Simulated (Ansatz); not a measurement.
Consider Ti.

The calculation's input:

```
crystal:
  lattice:
    - [-1.8066566543, 1.8066566543, 1.3834758164]
    - [1.8066566543, -1.8066566543, 1.3834758164]
    - [1.4485805607, 1.4485805607, -1.3834758164]
  atoms:
    - { symbol: Ti, position: [0.0, 0.0, 0.0] }
basis:
  ecutwfc: 520.0
kpoints:
  mp_grid: { grid: [20, 20, 20] }
hamiltonian:
  xc: pbe
  pseudopotentials: { kind: paw, azcp: { folder: soft_1 } }
scf:
  occupations: { method: gaussian, width: 0.15 }
output:
  forces: true
  stress: true
  eigenvalues: true
  write_density: true
  write_potential: true
  elf: true
  volumetric_format: npy
```

Command:

```sh
ansatz run input.yaml --threads 1 --pin off --max-ram 2048MiB --backend cpu --events-out ev --progress --plain --runs-dir out
```

Below, planes, directions and counts refer to the conventional cell (a = 2.77 Å, b = 4.10 Å, c = 5.11 Å, α = 90.00°, β = 90.00°, γ = 90.00°).

Space group Fmmm; changed on purpose from its base cell (engineering shear strain xy -0.2200, normal strain along z -0.1500); computed pressure about 24 GPa in this cell; computed without spin polarisation; PAW files of the earlier set (soft_1).

Theory: DFT PBE, scalar-relativistic, plane waves, PAW (Ansatz 0.2.0).

Question: Predict the valence pseudo-density and electron localisation function between the atoms.

Answer: Ti–Ti (2.77 Å): the density is about 0.26 e/Å³ at the midpoint; the ELF is about 0.25 at the midpoint; no shared electron pair shows on this line.

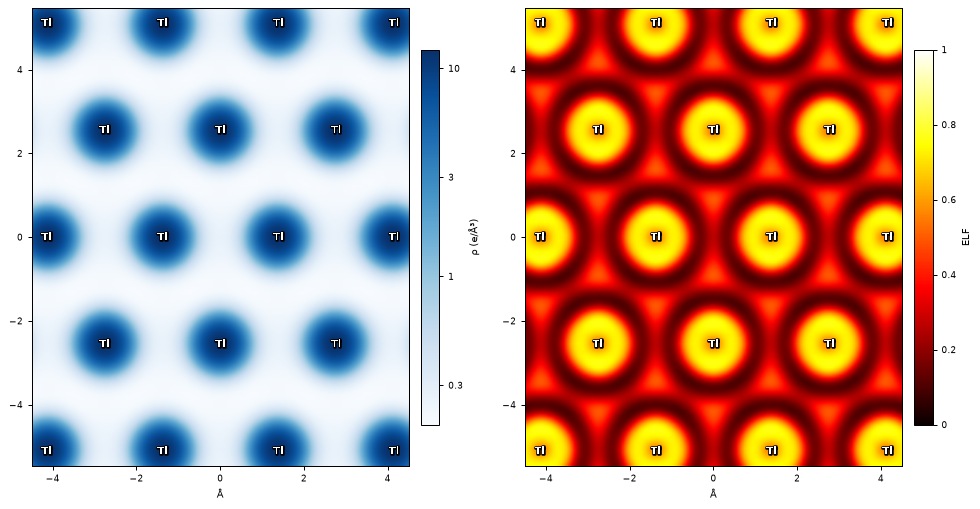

Computed valence pseudo-density and electron localisation function on the (010) plane of the conventional cell, in this order. 

Core electrons are frozen (PAW), and the valence fields are smoothed inside the atomic spheres.
